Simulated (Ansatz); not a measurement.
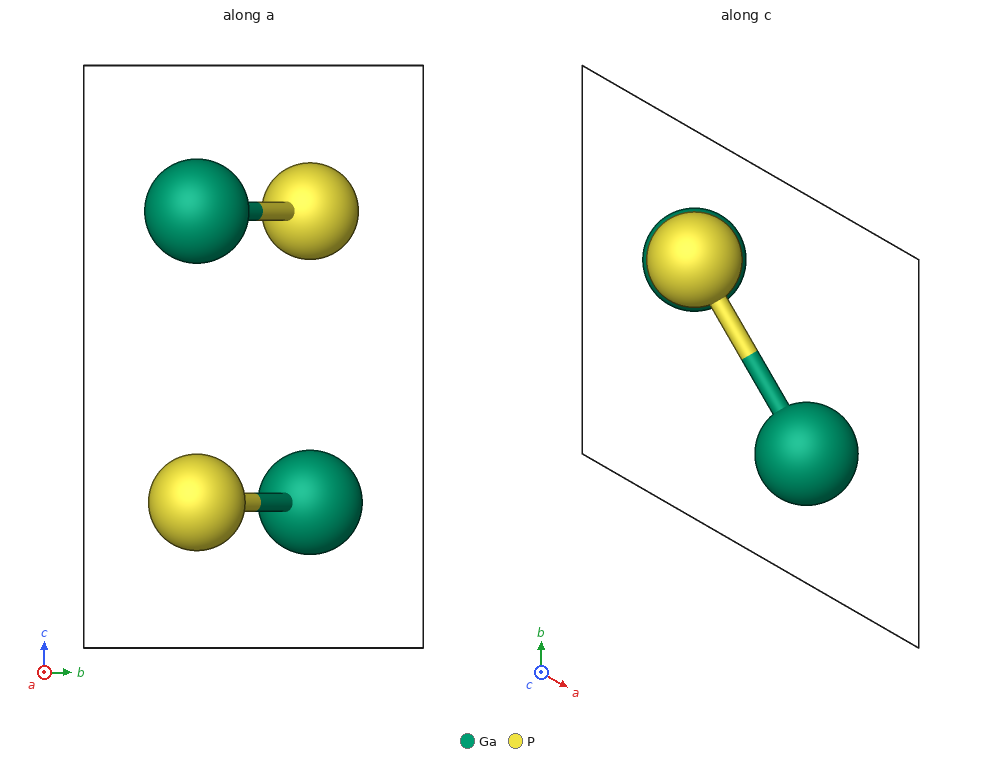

Ball-and-stick model, viewed along the a axis and along the c axis. Atoms at the boundary of the simulation cell (the box) are drawn once for each face, edge or corner they touch.

Here is the input:
```yaml
crystal:
  lattice:
    - [3.9933436661, 0.0, 0.0]
    - [-1.9966718331, 3.4583370609, 0.0]
    - [0.0, 0.0, 5.9289526851]
  atoms:
    - { symbol: Ga, position: [0.3333333333, 0.6666666667, 0.25] }
    - { symbol: Ga, position: [0.6666666667, 0.3333333333, 0.75] }
    - { symbol: P, position: [0.6666666667, 0.3333333333, 0.25] }
    - { symbol: P, position: [0.3333333333, 0.6666666667, 0.75] }
kpoints:
  mp_grid: { grid: [12, 12, 4] }
  band_path:
    path:
      - [0.0, 0.0, 0.0]
      - [0.5, 0.0, 0.0]
      - [0.3333333333, 0.3333333333, 0.0]
      - [0.0, 0.0, 0.5]
      - [0.5, 0.0, 0.5]
      - [0.3333333333, 0.3333333333, 0.5]
      - [0.0, 0.1666666667, 0.0]
      - [0.0, 0.0, 0.3]
    npoints: 1
hamiltonian:
  xc: r2scan
scf:
  occupations: { method: fermi_dirac, width: 0.02 }
  n_extra_bands: 5
output:
  forces: true
  stress: true
  eigenvalues: true
  write_density: true
  write_potential: true
  elf: true
  volumetric_format: npy
```
Run as:
```sh
ansatz run input.yaml --threads 2 --pin off --max-ram 2211MiB --backend cpu --events-out ev --progress --plain --runs-dir out
```

The calculation: DFT, r2SCAN, plane waves, PAW (Ansatz 0.2.0), with plane-wave cutoff 500 eV, a 12×12×4 k-point mesh, Fermi-Dirac smearing of 0.02 eV, no spin polarisation.

Is the electronic structure metallic or gapped?

Answer. A metal: bands cross the Fermi level.

What pressure does the calculation give for this cell?

Answer. The computed pressure is 0.2 GPa (compressed: it would expand).

The model was built from a structure type filled with these elements by a generator (whether the compound takes this form wasn't checked). Earlier steps of the study may have refined or changed the cell and positions. It went into a calculation with Ansatz.
